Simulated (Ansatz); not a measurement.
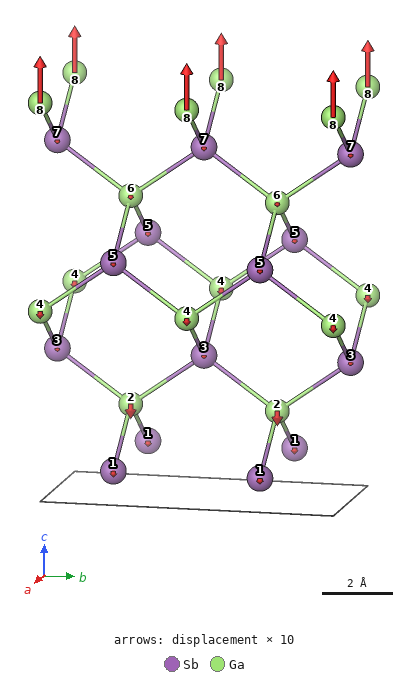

This is a relaxation of a slab of composition GaSb (cut from the F-43m phase). The starting structure is drawn; red arrows show the displacements, 10 times their true length.

A ball-and-stick model of the 1 × 2 repeat of the cell, outlined in the plane, without the vacuum, seen slightly off an axis.

Case: (1 0 0) slab, atoms relaxed. The slab is the (1 0 0) face of GaSb.

The calculation used Ansatz 0.2.0, DFT PBEsol, scalar-relativistic, plane waves, PAW. Settings: plane-wave cutoff 420 eV; k-point mesh 8 × 8 × 1; occupations gaussian; smearing width 0.1 eV; no spin polarisation; dipole correction; atoms relaxed in a fixed cell; force threshold 0.02 eV/Å; at most 60 steps.

Q: Which element moves most?

A: Gallium: up to 0.14 Å, against 0.02 Å for antimony.

Q: What happened in the run?

A: After 3 geometry steps the energy has fallen by 44.4 meV per cell of the calculation. The largest force component goes from 0.54 to 0.011 eV/Å. The atom that moves furthest relative to the layer's centre is Ga8 (0.14 Å along the normal (+c)). Largest moves by element: Ga 0.14 Å, Sb 0.02 Å. The cell stays as it was. Some distances before and after: Sb7–Ga8 2.646 → 2.737 Å, Ga2–Sb3 2.646 → 2.666 Å, Sb1–Ga2 2.646 → 2.631 Å, Sb3–Ga4 2.646 → 2.639 Å. Among the angles between lasting bonds that change: Ga8–Sb7–Ga8 109.5° → 104.3°, Sb7–Ga8–Sb7 109.5° → 104.3°. The run took roughly 7 core-minutes on a shared host.
